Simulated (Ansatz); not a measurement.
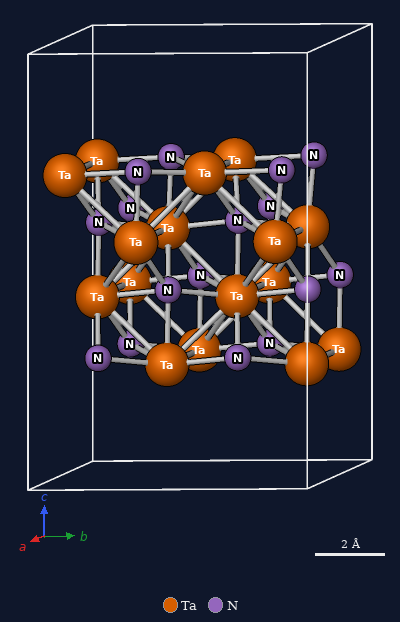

*The input geometry (ball-and-stick view of the cell of the calculation, with the vacuum cut short, seen slightly off an axis). An atom can appear more than once, as a periodic image.*

Single-point calculation of TaN (part 1 of 2)

TaN (slab, 32 atoms in the cell), computed with DFT PBE+D3(BJ), scalar-relativistic, plane waves, PAW, no spin polarisation (Ansatz 0.2.0).

The structure derives from an entry of the Crystallography Open Database. It belongs to a series of runs on one base structure; here: the slab at its places in the relaxed adsorbed structure. Figures and captions count atoms from 1; the log counts them from 0 in places.

Input
```yaml
crystal:
  lattice:
    - [5.8570264689, 0.0, 0.0]
    - [-2.9285132344, 7.676225948, 0.0]
    - [0.0, 0.0, 24.028017262]
  atoms:
    - { symbol: Ta, position: [0.2159659585, 0.9319319171, 0.3329446584] }
    - { symbol: Ta, position: [0.2159659586, 0.4319319171, 0.3329446584] }
    - { symbol: Ta, position: [0.7159659585, 0.9319319171, 0.3329446584] }
    - { symbol: Ta, position: [0.7159659586, 0.4319319171, 0.3329446584] }
    - { symbol: "N", position: [0.8591591502, 0.7183183005, 0.3461485805] }
    - { symbol: "N", position: [0.8591591502, 0.2183183005, 0.3461485805] }
    - { symbol: "N", position: [0.3591591502, 0.7183183005, 0.3461485805] }
    - { symbol: "N", position: [0.3591591502, 0.2183183005, 0.3461485805] }
    - { symbol: Ta, position: [0.0751251087, 0.6502502175, 0.4121681906] }
    - { symbol: Ta, position: [0.0751251087, 0.1502502175, 0.4121681906] }
    - { symbol: Ta, position: [0.5751251087, 0.6502502175, 0.4121681906] }
    - { symbol: Ta, position: [0.5751251088, 0.1502502175, 0.4121681906] }
    - { symbol: "N", position: [0.7183183005, 0.436636601, 0.4253721127] }
    - { symbol: "N", position: [0.7183183005, 0.936636601, 0.4253721127] }
    - { symbol: "N", position: [0.2183183005, 0.436636601, 0.4253721127] }
    - { symbol: "N", position: [0.2183183005, 0.936636601, 0.4253721127] }
    - { symbol: Ta, position: [0.9351078908, 0.3711599559, 0.4921828239] }
    - { symbol: Ta, position: [0.9351756912, 0.8701803601, 0.4925027525] }
    - { symbol: Ta, position: [0.4360862775, 0.371060934, 0.492150262] }
    - { symbol: Ta, position: [0.4353367837, 0.8702971091, 0.4926568418] }
    - { symbol: "N", position: [0.5779878875, 0.1557789405, 0.5044739132] }
    - { symbol: "N", position: [0.5766415949, 0.6553359555, 0.5060254154] }
    - { symbol: "N", position: [0.0776531733, 0.1551348179, 0.5042606271] }
    - { symbol: "N", position: [0.0790030468, 0.6553788312, 0.5060155799] }
    - { symbol: Ta, position: [0.7921033289, 0.0844271557, 0.5704502377] }
    - { symbol: Ta, position: [0.7920898661, 0.5842502778, 0.572673505] }
    - { symbol: Ta, position: [0.2922772099, 0.0842788785, 0.5704004529] }
    - { symbol: Ta, position: [0.2876399599, 0.5754397048, 0.5710535595] }
    - { symbol: "N", position: [0.448303884, 0.8964272262, 0.581733433] }
    - { symbol: "N", position: [0.436116746, 0.381629441, 0.5802820464] }
    - { symbol: "N", position: [0.9481469434, 0.896525253, 0.5814403918] }
    - { symbol: "N", position: [0.9455886449, 0.3816117673, 0.5802422674] }
basis:
  ecutwfc: 420
kpoints:
  mp_grid: { grid: [4, 3, 1] }
hamiltonian:
  xc: pbe
  dispersion: d3bj
scf:
  occupations: { method: gaussian, width: 0.1 }
output:
  forces: true
  eigenvalues: true
  write_density: true
  volumetric_format: npy
efield:
  axis: 3
  dipole_correction: true
  ramp_width: 0.04
```

Machine: 4 threads of Arm Neoverse V2, 24 GiB of memory available, shared host.

Command:
```bash
ansatz run input.yaml --threads 4 --pin off --max-ram 10240MiB --backend cpu --events-out ev --progress --plain --runs-dir out
```

The program's output
```
Engine: ansatz 0.2.0, aarch64-unknown-linux-gnu
Pseudopotentials: kind: paw
Pseudopotential: Ta, paw, valence charge 13, recommended cutoff 420 eV (normal), Ta.paw.azcp
Pseudopotential: N, paw, valence charge 5, recommended cutoff 420 eV (normal), N.paw.azcp
Functional definition: PBE
  parameter kappa = 0.804
  parameter beta = 0.06672455060314922
  exchange = pbe_x(kappa = kappa, mu = beta*pi^2/3)
  correlation = pbe_c(beta = beta)
Crystal: 32 atoms, lattice volume = 1080.296 Å³
Basis set: ecut = 420 eV, 21189 PW (Γ), exchange–correlation on 80×120×324 points (8 copies of the dense FFT grid, shifted against one another)
Bands: 176, of which v1, the nominal top of the filled ones, is band 144 counted from 1 (143 counted from 0)
Symmetry: 1 space group operations
Space group: P1 (ITA 1), of the structure as read, at distance tolerance 1.0e-4 Å
k-points: 7 of 12 (time reversal used)
Non-local potential: Ta, projectors of the file, l = 0: 3, l = 1: 2, l = 2: 2, l = 3: 1
Non-local potential: N, projectors of the file, l = 0: 2, l = 1: 2, l = 2: 1
PAW form: soft (Blöchl's): semilocal exchange-correlation on the pseudo side does not see the compensation charge
PAW one-centre angular grid: Ta, 590 points (default); XC on 64 Gauss nodes
PAW one-centre angular grid: N, 110 points (default); XC on 64 Gauss nodes
Initial density: superposition of atomic densities (neutral atoms: chi_scale 0, normalization atom), corrected by the library's trained network
Initial wavefunctions: pseudopotential atomic-orbital guess
Functional: x = pbe(κ = 0.804, μ = 0.2195149727645171), c = pbe(β = 0.06672455060314922)
SCF iter   1: F=—  HF=-165089.906738 eV  |F-HF|=—  |Δ(HF+E_count)|=         —  Δρ=7.45e-3  dr2=7.23e0  ethr=1.77e-3  p=-0.064 e·Å  D=-1.07e-2 V/Å  ΔV_dip=0.26 eV  dr2_dipole=3.87e0  V_vac-E_F(+/−)=4.00/3.74 eV  ⟨swp⟩=9.4  Hψ=6574  notcnv=0  defer=16
efield: sawtooth ramp at fractional position 0.9373 (placed from the atoms, in the widest stretch of the axis that holds none; the zero of the levels goes with the place), width 0.0400; the density the first Hamiltonian is built on has a dipole p = -0.064 e·Å; the dipole correction subtracts the counter field D = -1.07e-2 V/Å, which shifts the + side's vacuum level by +0.26 eV against the − side's; the planar-averaged density in the ramp window peaks in size at 1.2e-5 e/Å³
preconditioner: auto → LDOS  [metal: Δε(μ)=0.006 eV  Ē_g=8.505 eV  σ=0.100 eV  W_gap=0.03  n_scr=178 (ndim 8)  ℏωp=14.3 eV  f_vac=0.600  D(μ)=18.63/eV (n_scr^D=108)  β→1.0]
SCF iter   2: F=—  HF=-165089.694560 eV  |F-HF|=—  |Δ(HF+E_count)|=   2.12e-1  Δρ=2.95e-3  dr2=2.99e-1  ethr=1.77e-3  p=0.139 e·Å  D=2.32e-2 V/Å  ΔV_dip=-0.56 eV  dr2_dipole=4.14e-2  V_vac-E_F(+/−)=3.59/4.15 eV  ⟨swp⟩=2.1  Hψ=1484  notcnv=0  defer=149
SCF iter   3: F=—  HF=-165089.720002 eV  |F-HF|=—  |Δ(HF+E_count)|=   2.54e-2  Δρ=1.63e-3  dr2=8.88e-2  ethr=1.04e-4  p=0.132 e·Å  D=2.22e-2 V/Å  ΔV_dip=-0.53 eV  dr2_dipole=1.03e-2  V_vac-E_F(+/−)=3.59/4.12 eV  ⟨swp⟩=2.7  Hψ=1773  notcnv=0  defer=157
SCF iter   4: F=—  HF=-165089.706440 eV  |F-HF|=—  |Δ(HF+E_count)|=   1.36e-2  Δρ=6.77e-4  dr2=2.38e-2  ethr=3.08e-5  p=0.150 e·Å  D=2.51e-2 V/Å  ΔV_dip=-0.60 eV  dr2_dipole=5.35e-3  V_vac-E_F(+/−)=3.57/4.17 eV  ⟨swp⟩=2.3  Hψ=1675  notcnv=0  defer=157
SCF iter   5: F=—  HF=-165089.707630 eV  |F-HF|=—  |Δ(HF+E_count)|=   1.19e-3  Δρ=2.95e-4  dr2=2.11e-3  ethr=8.26e-6  p=0.159 e·Å  D=2.66e-2 V/Å  ΔV_dip=-0.64 eV  dr2_dipole=2.07e-4  V_vac-E_F(+/−)=3.55/4.19 eV  ⟨swp⟩=2.3  Hψ=1524  notcnv=0  defer=157
SCF iter   6: F=—  HF=-165089.707754 eV  |F-HF|=—  |Δ(HF+E_count)|=   1.24e-4  Δρ=1.24e-4  dr2=3.06e-4  ethr=7.34e-7  p=0.162 e·Å  D=2.72e-2 V/Å  ΔV_dip=-0.65 eV  dr2_dipole=3.51e-7  V_vac-E_F(+/−)=3.55/4.20 eV  ⟨swp⟩=2.7  Hψ=1751  notcnv=0  defer=157
SCF iter   7: F=—  HF=-165089.707831 eV  |F-HF|=—  |Δ(HF+E_count)|=   7.67e-5  Δρ=6.15e-5  dr2=6.08e-5  ethr=1.06e-7  p=0.163 e·Å  D=2.73e-2 V/Å  ΔV_dip=-0.66 eV  dr2_dipole=4.75e-7  V_vac-E_F(+/−)=3.55/4.21 eV  ⟨swp⟩=3.0  Hψ=1812  notcnv=0  defer=157
SCF iter   8: F=—  HF=-165089.707702 eV  |F-HF|=—  |Δ(HF+E_count)|=   1.29e-4  Δρ=2.56e-5  dr2=7.40e-6  ethr=2.11e-8  p=0.163 e·Å  D=2.74e-2 V/Å  ΔV_dip=-0.66 eV  dr2_dipole=1.35e-7  V_vac-E_F(+/−)=3.55/4.21 eV  ⟨swp⟩=2.7  Hψ=1982  notcnv=0  defer=149
SCF iter   9: F=—  HF=-165089.707710 eV  |F-HF|=—  |Δ(HF+E_count)|=   7.88e-6  Δρ=1.28e-5  dr2=2.06e-6  ethr=2.57e-9  p=0.163 e·Å  D=2.74e-2 V/Å  ΔV_dip=-0.66 eV  dr2_dipole=2.69e-8  V_vac-E_F(+/−)=3.55/4.21 eV  ⟨swp⟩=3.0  Hψ=1953  notcnv=0  defer=149
SCF iter  10: F=—  HF=-165089.707712 eV  |F-HF|=—  |Δ(HF+E_count)|=   2.20e-6  Δρ=6.34e-6  dr2=6.78e-7  ethr=7.16e-10  p=0.163 e·Å  D=2.74e-2 V/Å  ΔV_dip=-0.66 eV  dr2_dipole=1.99e-8  V_vac-E_F(+/−)=3.55/4.21 eV  ⟨swp⟩=2.7  Hψ=1665  notcnv=0  defer=149
SCF iter  11: F=—  HF=-165089.707713 eV  |F-HF|=—  |Δ(HF+E_count)|=   9.95e-7  Δρ=2.57e-6  dr2=1.27e-7  ethr=2.36e-10  p=0.163 e·Å  D=2.73e-2 V/Å  ΔV_dip=-0.66 eV  dr2_dipole=1.95e-9  V_vac-E_F(+/−)=3.55/4.21 eV  ⟨swp⟩=2.7  Hψ=1629  notcnv=0  defer=149
SCF iter  12: F=-165089.707714 eV  HF=-165089.707713 eV  |F-HF|=5.68e-8  |Δ(HF+E_count)|=   2.58e-7  Δρ=1.06e-6  dr2=2.62e-8  ethr=3.47e-11  p=0.163 e·Å  D=2.73e-2 V/Å  ΔV_dip=-0.66 eV  dr2_dipole=1.15e-11  V_vac-E_F(+/−)=3.55/4.21 eV  ⟨swp⟩=20.0  Hψ=6449  notcnv=0
SCF 1 converged in 12 iterations: F = -165089.707714 eV  dr2 = 2.62e-8
  greatest PAW one-centre occupation: 0.999 electrons in one spin orbital (limit 2), on the Ta atom at site 27 (counted from 0), in its partial waves of l = 0
```

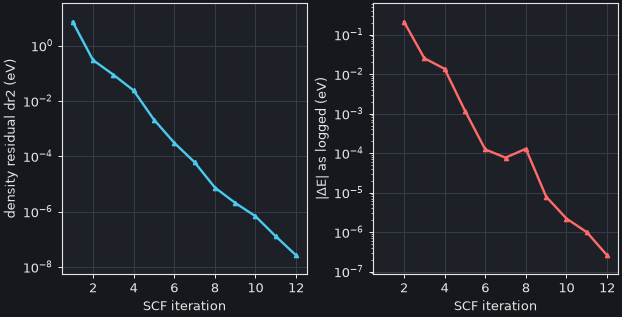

*Convergence of the self-consistent field: density residual dr2 and size of the energy change against the SCF iteration.*

The residual falls at every step.

```
SCF converged after 12 iterations
Free energy (F): -165089.707714 eV
Harris-Foulkes:  -165089.707713 eV  (|F-HF|=5.68e-8)
Internal energy: -165089.586990 eV  (E = F + TS)
E sigma→0 (E₀):  -165089.647352 eV
Entropy (-TS):   -0.120723 eV (-3.773 meV/atom)
Fermi energy:    3.852638 eV
Dipole field:    D = 0.027341 V/Å  (p = 0.163229 e·Å, saw-weighted, corrected)
Work function:   Φ+ = 3.5532 eV   Φ− = 4.2101 eV
Levels:          The Fermi level and band energies are counted from a zero that moves with the ramp; work functions are not
--- Per-component energies (eV) ---
  E_band       = -5464.404634
  E_kinetic    = 7940.822252
  E_local      = -325849.205028  (includes V_loc(G=0)·N_el)
  E_nonlocal   = 957.582590
  E_hartree    = 159042.932687
  E_xc         = -4455.483568
  E_vxc        = -4485.488836  (∫ρ·V_xc dr)
  E_paw        = -136381.600408  (= ΣΔE_a)
  E_vpaw       = -2114.290573  (= ΣTr[D̂ρ^β])
  E_aug_tail   = 0.003469  (compensation charges beyond the density's cutoff)
  E_efield     = 0.002231  (sawtooth field / dipole correction)
  E_vefield    = 0.340875  (∫n·V_field dr)
  E_ewald      = 133665.632419
  E_disp       = -10.273634  (pairwise vdW)
  E_smearing   = -0.120723  (= −TS)
  E_closure    = -0.000000  (closes the sum)
  Σ components = -165089.707714   (vs F -165089.707714, Δ=0.00e0)
--- Forces (eV/Å), atoms counted from 1 ---
  atom   1  Ta    -0.00386380     0.27017934     0.31206304
  atom   2  Ta    -0.00001700     0.27059906     0.31154235
  atom   3  Ta     0.01078575     0.26545095     0.31398520
  atom   4  Ta     0.00561209     0.24763616     0.30573055
  atom   5  N     -0.00229385    -0.50581908     0.46597377
  atom   6  N     -0.00577808    -0.49847120     0.44722218
  atom   7  N     -0.00127497    -0.51049373     0.46688992
  atom   8  N      0.00064683    -0.50062255     0.44775631
  atom   9  Ta    -0.00233354     0.20725114    -0.30005162
  atom  10  Ta     0.00190218     0.16356927    -0.46263013
  atom  11  Ta     0.00557219     0.20577433    -0.29891243
  atom  12  Ta     0.00235479     0.16229398    -0.42330241
  atom  13  N     -0.00265292     0.11512094    -0.43694345
  atom  14  N     -0.00325069     0.01689323    -0.36283696
  atom  15  N     -0.00251618     0.09062637    -0.43990738
  atom  16  N      0.00027514     0.01673426    -0.35931572
  atom  17  Ta    -0.02684326    -0.01920593    -0.09768967
  atom  18  Ta     0.00045838     0.01206612     0.01062087
  atom  19  Ta     0.02447188    -0.00461078    -0.06824536
  atom  20  Ta    -0.01205324     0.01789851     0.03160945
  atom  21  N      0.00158037     0.06430859     0.01054924
  atom  22  N      0.17259726     0.06113166     0.01978190
  atom  23  N     -0.00148916     0.09625283     0.02024472
  atom  24  N     -0.17596144     0.05697373     0.01984224
  atom  25  Ta     0.00258628    -0.12327322    -0.11749084
  atom  26  Ta    -0.00223821    -0.78522228    -0.79548175
  atom  27  Ta     0.00810683    -0.10870552    -0.09859716
  atom  28  Ta     0.01636934     0.10832983    -0.08288921
  atom  29  N     -0.01080613    -0.02315602     0.06056222
  atom  30  N      0.44100822     0.43124385     0.40977890
  atom  31  N      0.01042481    -0.23549026     0.26022379
  atom  32  N     -0.45137979     0.43477373     0.42978179
  max |Σ_I F_I| component: 1.36e-4 eV/Å
--- Band table (eV; the first three rows and the last of 7) ---
```
